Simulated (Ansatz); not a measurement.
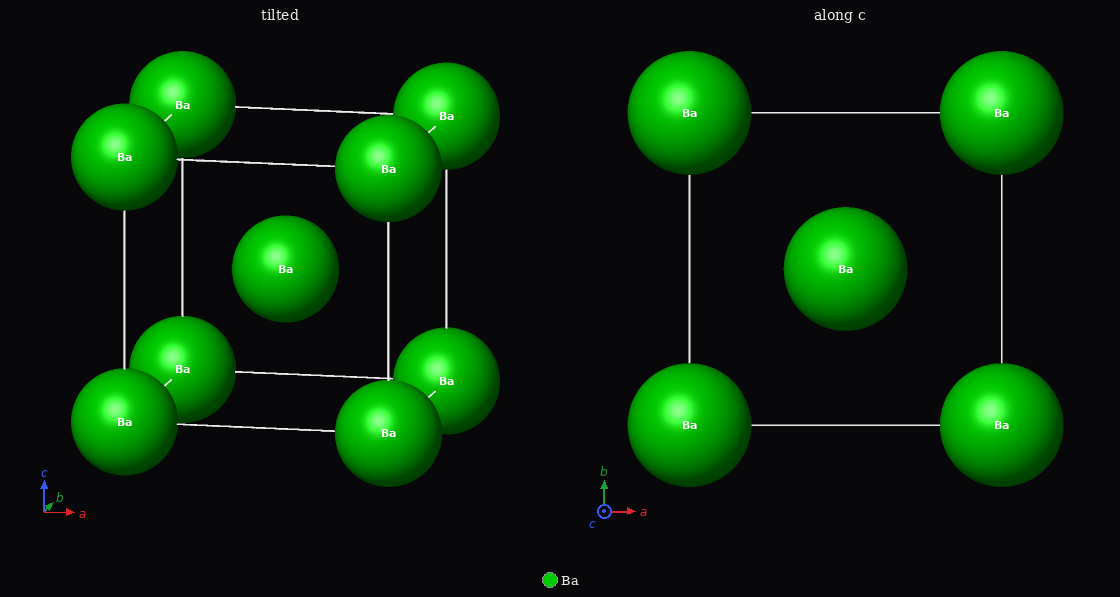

Spheres-only representation of a periodic structure, projected slightly off an axis and along the c axis. The wireframe shows the conventional unit cell.

**How many atoms count towards one cell?**

2 (barium), counting shared atoms by their share.

**Give the crystal system and centring.**

Body-centred cubic.

**Name the space group.**

Im-3m (No. 229), with Ba on 2a.

**Which prototype does it follow?**

Body-centred cubic (W type).

The initial geometry was the standard structure of this element. Earlier steps of the study may have refined or changed the cell and positions. Ansatz was used for an electronic-structure calculation on it.
